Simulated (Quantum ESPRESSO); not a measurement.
## CdTe: 7 runs along one coordinate

System: CdTe (F-43m, 2 atoms in the cell).
Method: Kohn-Sham DFT of a periodic cell, LDA, GBRV 1.5 LDA, no spin polarisation (Quantum ESPRESSO 7.5).

The 7 runs differ only in the geometry, by an even scaling of the cell at fixed fractional positions. The structure derives from an entry of the Crystallography Open Database.

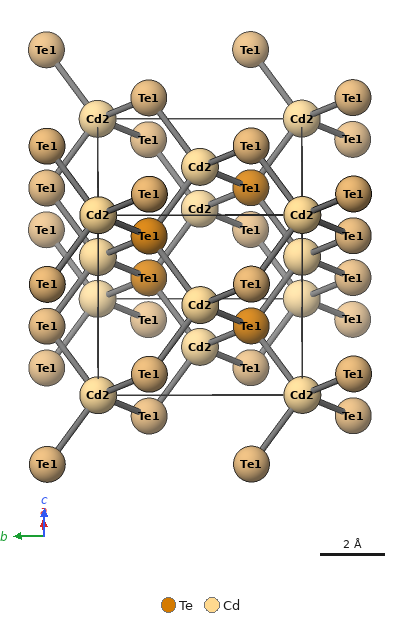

Figure 1. The structure of run 4 (ball-and-stick view of the cell 4 times as large as that of the calculation, set on its symmetry axes, seen at an oblique angle; neighbours outside the cell are drawn fainter; atoms are numbered from 1 in the order of the input).

### Input of run 4
```
&CONTROL
  calculation = 'scf'
  prefix = 'pwscf'
  outdir = './tmp'
  pseudo_dir = './pseudo'
  tstress = .true.
  disk_io = 'nowf'
/
&SYSTEM
  ibrav = 0
  nat = 2
  ntyp = 2
  ecutwfc = 45
  ecutrho = 360
  nbnd = 15
  occupations = 'smearing'
  smearing = 'fd'
  degauss = 0.00367493
/
&ELECTRONS
  conv_thr = 4d-10
  electron_maxstep = 120
  mixing_beta = 0.5
/
ATOMIC_SPECIES
Te   127.6000 te_lda_v1.uspp.F.UPF
Cd   112.4140 cd_lda_v1.uspp.F.UPF
CELL_PARAMETERS angstrom
   0.0000000000    3.2050000000    3.2050000000
   3.2050000000    0.0000000000    3.2050000000
   3.2050000000    3.2050000000    0.0000000000
ATOMIC_POSITIONS crystal
Te     0.7500000000    0.7500000000    0.7500000000
Cd     0.0000000000    0.0000000000    0.0000000000
K_POINTS automatic
7 7 7 0 0 0
```

Command:
```bash
OMP_NUM_THREADS=1 mpirun -n 2 pw.x -nk 2 -in pw.in > pw.out
```

Run 6 differs from it as follows:
```diff
-   0.0000000000    3.2050000000    3.2050000000
-   3.2050000000    0.0000000000    3.2050000000
-   3.2050000000    3.2050000000    0.0000000000
+   0.0000000000    3.2471758892    3.2471758892
+   3.2471758892    0.0000000000    3.2471758892
+   3.2471758892    3.2471758892    0.0000000000
```

### Results, with one run withheld

```tsv
run	volume per atom (Å³)	free energy per atom, from the lowest run given (meV)	pressure (GPa)	gap on the mesh (eV)
1	30.947	24.22	3.78	0.79
2	31.605	11.33	2.49	0.72
3	32.263	3.46	1.34	0.66
4	32.922	0.00	0.31	0.60
5	33.580	0.52	−0.60	0.54
6	34.239	?	?	?
7	34.897	11.76	−2.13	0.43
```

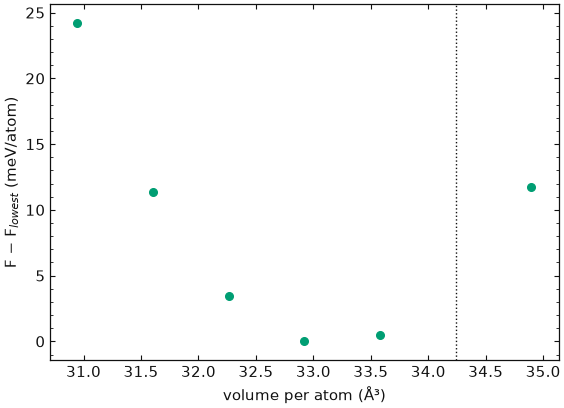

Figure 2. Free energy per atom of the runs given; the dotted line marks run 6.

Fit the runs given and predict run 6.

A cubic polynomial in V^(−2/3) (the Birch–Murnaghan form), fitted to the 6 runs given, misses them by at most 0.01 meV per atom. With x = V^(−2/3) − 0.09787 Å⁻², it reads F = 0.8691 + 2274.6 x + 1.1684e+06 x² + 4.9199e+06 x³ (meV per atom). At run 6 it gives 4.57 meV per atom, and the run itself gives 4.55. The slope of the fit gives a pressure −dF/dV of −1.38 GPa there, and the run prints −1.40 GPa. The fit has its minimum at 33.157 Å³ per atom, where V d²F/dV² gives 46.5 GPa: the bulk modulus at this level, since symmetry fixes the shape and the positions. The gap on the mesh goes, without turning, from 0.79 eV in run 1 to 0.43 eV in run 7; run 6 has 0.48 eV. These are gaps of this functional on this mesh, which can miss the band edges; they aren't the measured gap.

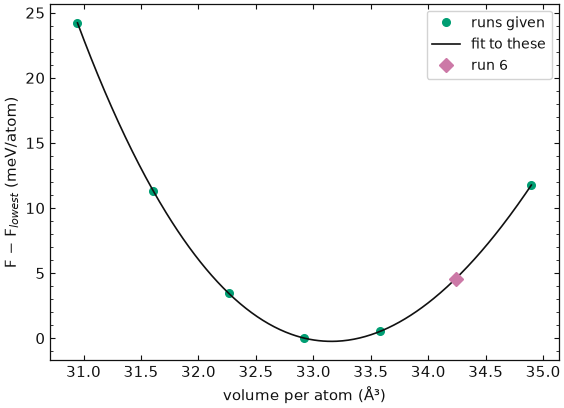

Figure 3. The fit and the withheld run.

### Some lines of the output (run 6)
```
[...]
     number of k points=    20  Fermi-Dirac smearing, width (Ry)=  0.0037
     total energy              =    -141.08810364 Ry
     total energy              =    -141.11111877 Ry
     total energy              =    -141.11189691 Ry
     total energy              =    -141.11195426 Ry
     total energy              =    -141.11199546 Ry
     total energy              =    -141.11199643 Ry
     total energy              =    -141.11199645 Ry
     total energy              =    -141.11199647 Ry
     the Fermi energy is     5.0405 ev
!    total energy              =    -141.11199648 Ry
     The total energy is F=E-TS. E is the sum of the following terms:
     Computing stress (Cartesian axis) and pressure
          total   stress  (Ry/bohr**3)                   (kbar)     P=      -14.03
```

Notes on the run: negative rho.
